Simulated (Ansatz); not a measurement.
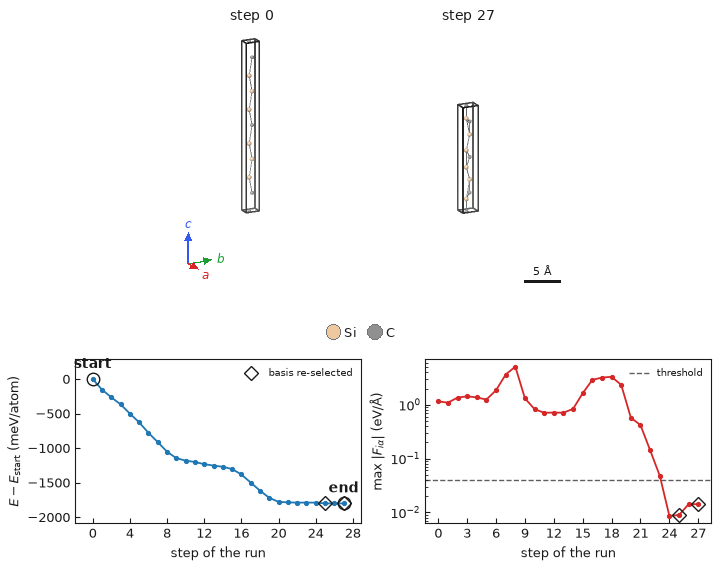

First and last geometry of a relaxation of crystalline Si3C2 (a generated structure, set up in P-6m2) (coarse preliminary run), with the history of the run. Style: ball-and-stick. Shown: the cell of the calculation, slightly off an axis.

These are results of Ansatz 0.2.0, DFT PBE, scalar-relativistic, plane waves, PAW, not measurements.

The input:
```yaml
crystal:
  lattice:
    - [2.59339466, 0.0, 0.0]
    - [-1.29669733, 2.24594566, 0.0]
    - [0.0, 0.0, 24.45354117]
  atoms:
    - { symbol: Si, position: [0.33333333, 0.66666667, 0.3] }
    - { symbol: Si, position: [0.33333333, 0.66666667, 0.7] }
    - { symbol: Si, position: [0.66666667, 0.33333333, 0.2] }
    - { symbol: Si, position: [0.66666667, 0.33333333, 0.4] }
    - { symbol: Si, position: [0.66666667, 0.33333333, 0.6] }
    - { symbol: Si, position: [0.66666667, 0.33333333, 0.8] }
    - { symbol: C, position: [0.33333333, 0.66666667, 0.9] }
    - { symbol: C, position: [0.33333333, 0.66666667, 0.1] }
    - { symbol: C, position: [0.33333333, 0.66666667, 0.5] }
    - { symbol: C, position: [0.66666667, 0.33333333, 0.0] }
basis:
  ecutwfc: 420
kpoints:
  mp_grid: { grid: [6, 6, 1] }
hamiltonian:
  xc: pbe
scf:
  occupations: { method: gaussian, width: 0.1 }
  lower_state_search: "off"
output:
  forces: true
  stress: true
  eigenvalues: true
relax:
  adjacent_minimum: "off"
  f_tol: 0.04
  max_steps: 70
  cell: { stress_tol: 0.4 }
```

Command:
```bash
ansatz run input.yaml --threads 1 --pin off --max-ram 2560MiB --backend cpu --events-out ev --progress --plain --runs-dir out
```

### Did the run converge, and what did it change?

It converged. The largest moves relative to the cell, 1.24 Å, are those of Si3 and Si6. Si3 goes along −c. Largest moves by element: Si 1.24 Å, C 0.96 Å. The volume changes by −16.7 %, with a = b 2.593 → 3.000 Å (+15.7 %), c 24.454 → 15.223 Å (−37.7 %). Some distances before and after: Si3–C10 4.891 → 1.802 Å, Si1–C8 4.891 → 1.879 Å, Si4–Si5 4.891 → 2.464 Å, Si3–C8 2.867 → 1.862 Å. New bonds form: Si1–C8 (4.89 → 1.88 Å), Si2–C7 (4.89 → 1.88 Å), Si3–C10 (4.89 → 1.80 Å), Si6–C10 (4.89 → 1.80 Å). The space group stays P-6m2 (No. 187). The energy falls by 1800 meV per atom in 25 accepted moves (27 points after the start). The largest force component goes from 1.2 to 0.014 eV/Å. Pressure: −11.42 GPa at the start and 0.19 GPa at the end. The SCF was repeated twice at an unchanged geometry on a basis and grid sized afresh for the cell, which shifted the energy by 11.5 meV per atom at most.

Limits of the set-up: the k-point mesh is coarse for a cell with partly filled bands.
